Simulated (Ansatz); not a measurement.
# Formation energy and convex hull of six Ti-Al compounds with PBEsol and r2SCAN

A turbine blade of TiAl can be protected from oxidation by an aluminium-rich coating. In service aluminium diffuses inwards, and layers of other titanium aluminides may grow between coating and blade. Which layers can last depends on which compounds are stable against splitting into their neighbours in composition.

The problem is to find how the formation energy changes with the fraction of Al, where it is deepest, and which phases lie on the convex hull. Six compounds from Ti3Al to TiAl3 are calculated. Energies are in eV per atom at 0 K, measured from elemental Ti and Al, and a negative value means that the compound is bound relative to them. PBEsol values are used unless r2SCAN is named.

## How the numbers were made

Ansatz 0.2.0, plane waves with its own PAW datasets (the set named soft_1), cutoff 420 eV (500 eV for r2SCAN), Γ-centred k-meshes, Fermi-Dirac occupations 0.05 eV wide with energies taken to zero width; scalar-relativistic without spin-orbit coupling, Hubbard U or dispersion. Each crystal starts from a diffraction structure or the Materials Project database, and cell and atoms are relaxed with each functional (PBEsol and r2SCAN); rows keep their space group. Formation energies are static (0 K, without zero-point or thermal vibrational energy) and count against the elements' standard phases relaxed alike, in their usual crystal forms. All runs are unpolarised. All compounds and hosts of the table start from cells of the Materials Project database or from prototypes, among which some may be hypothetical.

Notes on method and selection:

- Each row is the lowest PBEsol structure that the table draws on for its formula; phases that were not run do not enter the hull.
- Other structures and compounds of these systems exist that the table doesn't draw on.
- A fit is given only where it accounted for at least half of the variance; some tables of this family that showed no trend were not written.
- Compounds with open 4f shells, magnetic ionic compounds, odd d counts in ionic hosts and cells that changed their space group were left out.
- At most two measured values are given a compound; measured values for compounds of P or Hg (other reference states) and values of unclear phase or basis were left out.
- Runs that did not converge, have known faults or may not be shown are not listed, and runs on Ansatz's PAW sets soft_1 and soft_2 are kept to separate tables.

Columns:

- fraction of Al: atomic fraction of Al.
- volume (Å³): PBEsol volume an atom.
- PBEsol energy (eV/atom): PBEsol formation energy from the elements, an atom.
- r2SCAN energy (eV/atom): r2SCAN formation energy from the elements, an atom.
- above hull (eV/atom): PBEsol energy above the convex hull of the rows of this table and the two elements.

Input lines of one member:

```
basis:
  ecutwfc: 420
  xc_grid: 2
hamiltonian:
  xc: pbesol
  pseudopotentials: { kind: paw, azcp: { folder: soft_1 }, xc_functional: pbe }
kpoints:
  mp_grid: { grid: [14, 14, 14] }
scf:
  occupations: { method: fermi_dirac, width: 0.05 }
  max_iter: 150
relax:
  f_tol: 0.01
  max_steps: 60
```

Command (options for logging and memory left out): `ansatz run input.yaml`

## Data

| member | fraction of Al | volume (Å³) | PBEsol energy (eV/atom) | r2SCAN energy (eV/atom) | above hull (eV/atom) |
| --- | --- | --- | --- | --- | --- |
| Ti3Al (P6_3/mmc) | 0.250 | 16.13 | −0.284 | −0.306 | 0.0000 |
| TiAl (P4/mmm) | 0.500 | 15.78 | −0.408 | −0.449 | 0.0000 |
| Ti3Al5 (Pmmm) | 0.625 | 15.65 | −0.413 | −0.452 | 0.0146 |
| TiAl2 (I4_1/amd) | 0.667 | 15.55 | −0.435 | −0.472 | 0.0000 |
| Ti5Al11 (P4mm) | 0.688 | 15.53 | −0.412 | −0.448 | 0.0136 |
| TiAl3 (I4/mmm) | 0.750 | 15.56 | −0.400 | −0.431 | 0.0000 |

PBEsol energy (eV/atom) against fraction of Al:

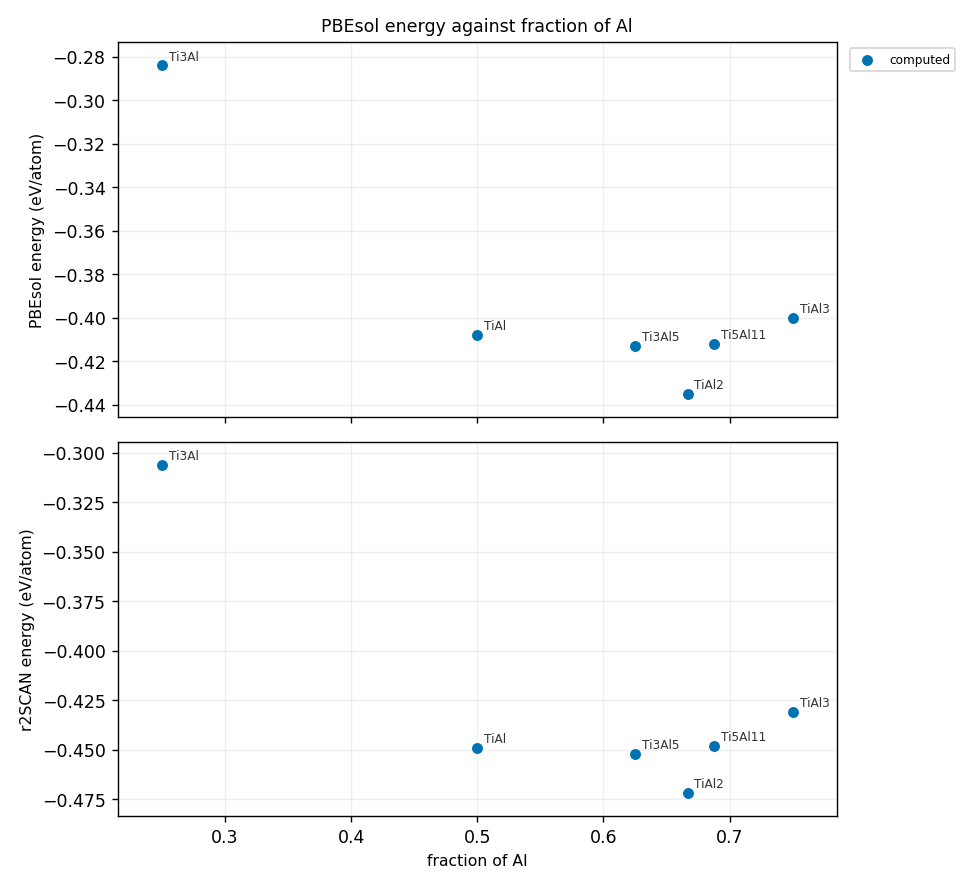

## Interpretation

The formation energy deepens from −0.284 in Ti3Al to −0.435 in TiAl2, then rises to −0.400 in TiAl3. TiAl2 is the deepest row with r2SCAN too, at −0.472.

Ti3Al, TiAl, TiAl2 and TiAl3 lie on the hull. The other two lie above it, as a balance of atoms shows. Eight atoms of Ti3Al5 can split into two atoms of TiAl and six of TiAl2, with a mean energy of (2 × (−0.408) + 6 × (−0.435)) / 8 = −0.428. Ti3Al5 itself has −0.413, so splitting releases 0.015 eV/atom. Ti5Al11 is unstable by a similar amount against TiAl2 and TiAl3. The r2SCAN energies give the same four stable phases.

A simple model of the curve follows from counting bonds.

1. The atoms sit on a close-packed lattice with Z = 12 nearest neighbours, and only nearest neighbours interact. Each atom then accounts for Z/2 pairs.

2. Sites are filled at random. With x the fraction of Al, a pair is unlike with probability 2x(1 − x), which gives Z x(1 − x) Ti-Al pairs per atom.

3. A Ti-Al pair is more strongly bound than the average of a Ti-Ti and an Al-Al pair. The likely source is the mixing of Ti 3d with Al 3s and 3p states. Like pairs cancel against the elements, so only this gain remains.

4. The gain per pair changes linearly with x, because the surroundings of a pair alter its bonding.

Together these give

E(x) = −x(1 − x)(a + b x),

where a + b x is Z times the gain per pair, with a and b in eV/atom. The factor x(1 − x) makes the energy vanish at both elements. A positive b moves the minimum towards Al, the side on which the table has it.

## Testing the model

The two constants are fixed on Ti3Al and TiAl2. Dividing each energy by x(1 − x), with the sign reversed, gives

Ti3Al: 0.284 / (0.250 × 0.750) = 1.515

TiAl2: 0.435 / (0.667 × (1 − 0.667)) = 1.959

so that

b = (1.959 − 1.515) / (0.667 − 0.250) = 1.065 eV/atom

a = 1.515 − 1.065 × 0.250 = 1.249 eV/atom.

The other four members follow, in eV/atom:

- TiAl: −0.500 × 0.500 × (1.249 + 1.065 × 0.500) = −0.445; table −0.408, a miss of 0.445 − 0.408 = 0.037.
- Ti3Al5: −0.625 × 0.375 × (1.249 + 1.065 × 0.625) = −0.449; table −0.413.
- Ti5Al11: −0.688 × (1 − 0.688) × (1.249 + 1.065 × 0.688) = −0.425; table −0.412.
- TiAl3: −0.750 × 0.250 × (1.249 + 1.065 × 0.750) = −0.384; table −0.400.

The mean miss is (0.037 + 0.036 + 0.013 + 0.016) / 4 = 0.026 eV/atom. A constant does better on these four rows: the mean of all six energies, −(0.284 + 0.408 + 0.413 + 0.435 + 0.412 + 0.400) / 6 = −0.392, misses them by (0.408 − 0.392 + 0.413 − 0.392 + 0.412 − 0.392 + 0.400 − 0.392) / 4 = 0.016 eV/atom, though it already draws on their values. The result also depends on the anchors. With TiAl3 in place of TiAl2, the mean miss on TiAl, Ti3Al5, TiAl2 and Ti5Al11 is (0.048 + 0.051 + 0.016 + 0.030) / 4 = 0.036 eV/atom.

The model takes the shallow energy of Ti3Al and the lean towards Al from its anchors, and it puts Ti3Al5 deepest instead of TiAl2. Stability turns on differences near 0.014 eV/atom, which are smaller than its mean miss. The hull must therefore be drawn from the calculated energies, and the formula is not a rule for estimating further compounds.

## Exceptions

The model makes TiAl too deep by 0.037 eV/atom, and here the linear gain per pair fails. A Ti atom has 4, 8, 10 and 12 Al nearest neighbours in Ti3Al, TiAl, TiAl2 and TiAl3. Multiplied by the fraction of Ti, this gives 3, 4, 10 / 3 = 3.33 and 3 Ti-Al contacts per atom of crystal. The energy gained per contact is therefore 0.284 / 3 = 0.095, 0.408 / 4 = 0.102, 0.435 / 3.33 = 0.131 and 0.400 / 3 = 0.133 eV. Most of the rise falls between TiAl and TiAl2, so a straight line overrates TiAl. These gains also absorb more distant neighbours and changes of stacking.

TiAl3 comes out too shallow by 0.016 eV/atom. The assumption of random filling can explain the direction of this miss, though not its size: order raises the number of contacts by a third in TiAl3, but only by a quarter in the anchor TiAl2.

Ti3Al5 and Ti5Al11 are made too deep by 0.036 and 0.013 eV/atom. A less favourable arrangement of Ti and Al in these two cells is a possible cause. Another, tetragonal ordering of Ti3Al5 is known and is not among the rows.

## Conclusions and limits

Between 25 and 75 % Al, both functionals put the minimum at TiAl2 and the same four phases on the hull. r2SCAN binds every compound more strongly, from 0.306 − 0.284 = 0.022 eV/atom in Ti3Al to 0.449 − 0.408 = 0.041 eV/atom in TiAl. The hull holds only among the phases listed: a long-period ordering of TiAl3, for example, is known to compete closely with the form used here.

No omitted effect is expected to exceed the full spread of the PBEsol energies, 0.435 − 0.284 = 0.151 eV/atom, but heat can outweigh the small distances to the hull. At 1000 K, complete disorder of Ti and Al would lower the free energy by up to kT ln 2 (reached at equal amounts), roughly 0.06 eV/atom, before the energy cost of disordering is paid. Partial disorder could therefore change which phases are stable in a hot coating.

[Logs are printed without paths, hosts, clocks, repeated set-up lines and the standing remarks that a program may print on its own settings, such as how far it seeks lower states.]
